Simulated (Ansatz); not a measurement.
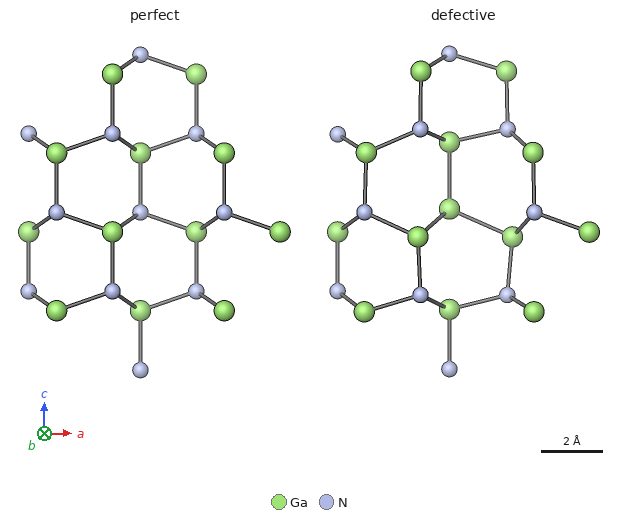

Left: perfect GaN. Right: the same region with one point defect, after relaxing the atoms in a supercell of 72 sites. The picture is a ball-and-stick view of the atoms within 5.4 Å of one point, in a slice 3.4 Å thick across the line of sight, seen along the b axis.

The calculation used Ansatz, DFT PBE, scalar-relativistic, plane waves, PAW. (plane-wave cutoff 420 eV; k-point mesh 1 × 1 × 1; occupations gaussian; smearing width 0.01 eV; collinear spin) The cell is small and the k-mesh coarse, so the numbers are rough. A uniform background neutralises the charged cell. The axes drawn are those of the host's conventional cell.

### What kind of defect was made?

A nitrogen atom is replaced by gallium.

The charge state of the cell is −1.

### How does the lattice respond?

In the host the N atom has 4 Ga at 1.97 to 1.98 Å; the Ga atom ends with 4 Ga at 2.23 to 2.29 Å. Of the host's atoms, a gallium atom moves furthest from its site, by 0.36 Å. The Ga atom itself moves 0.11 Å from where it was put. The cell's net moment is 3.00 μB.
